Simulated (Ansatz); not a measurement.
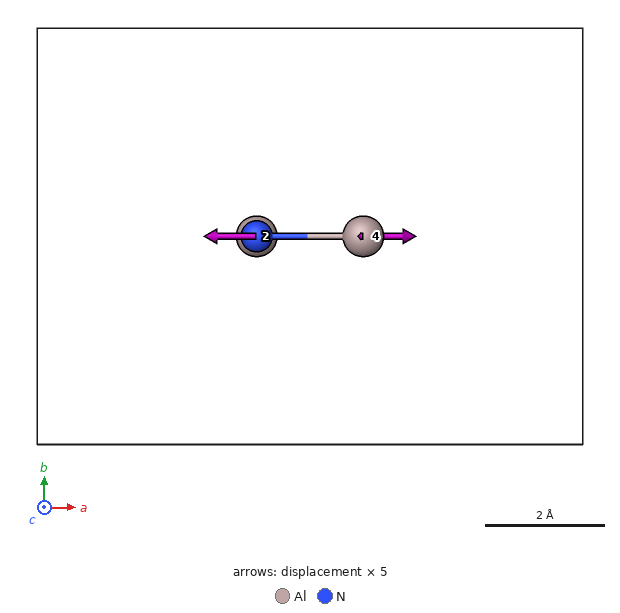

A relaxation of a wire of composition AlN. The starting structure is drawn; purple arrows show the displacements (the part carried along by the change of the cell is left out), 5 times their true length.

Style: ball-and-stick. Shown: the cell of the calculation, with the vacuum cut short, along the c axis.

Case: ladder chain of atoms.

All numbers below come from DFT PBEsol, scalar-relativistic, plane waves, PAW (Ansatz).

Input file:
```yaml
crystal:
  lattice:
    - [10.8, 0.0, 0.0]
    - [0.0, 9.3, 0.0]
    - [0.0, 0.0, 3.4118161573]
  atoms:
    - { symbol: Al, position: [0.4170739128, 0.5, 0.0], spin: 0.5 }
    - { symbol: "N", position: [0.4170739128, 0.5, 0.5], spin: 0.5 }
    - { symbol: "N", position: [0.5829260872, 0.5, 0.0], spin: 0.5 }
    - { symbol: Al, position: [0.5829260872, 0.5, 0.5], spin: 0.5 }
basis:
  ecutwfc: 420
kpoints:
  mp_grid: { grid: [1, 1, 19] }
hamiltonian:
  xc: pbesol
scf:
  occupations: { method: gaussian, width: 0.05 }
output:
  forces: true
  stress: true
  eigenvalues: true
  populations: true
  write_density: true
  write_potential: true
  elf: true
  volumetric_format: npy
magnetization:
  spin_polarized: true
relax:
  adjacent_minimum: "off"
  f_tol: 0.01
  max_steps: 45
  cell: { fix: [a, b, alpha, beta, gamma], stress_tol: 0.03 }
```

Run as
```bash
ansatz run input.yaml --threads 2 --pin off --max-ram 5120MiB --backend cpu --events-out ev --progress --plain --runs-dir out
```

### What did the optimiser do to the structure, and how much energy did it gain?

The largest moves relative to the layer's centre, 0.18 Å, are those of N2 and N3. By element the largest moves are N 0.18 Å, Al 0.02 Å. Along the periodic axis the drawn cell goes c 3.412 → 3.505 Å (+2.7 %). Among the contacts that change: Al1–N3 1.791 → 1.951 Å, Al1–N2 1.706 → 1.764 Å. Bond angles that change, for instance: N2–Al1–N2 180.0° → 166.9°, Al4–N3–Al4 180.0° → 166.9°, N2–Al1–Al4 133.6° → 141.6°. After 5 accepted moves (7 points after the start) the energy has fallen by 0.840 eV per cell of the calculation. The largest force component goes from 4.1 to 0.00072 eV/Å. The SCF was repeated twice at an unchanged geometry on a basis and grid sized afresh for the cell, which shifted the energy by 3.8 meV per cell of the calculation at most. The program noted that the starting moments weren't kept.
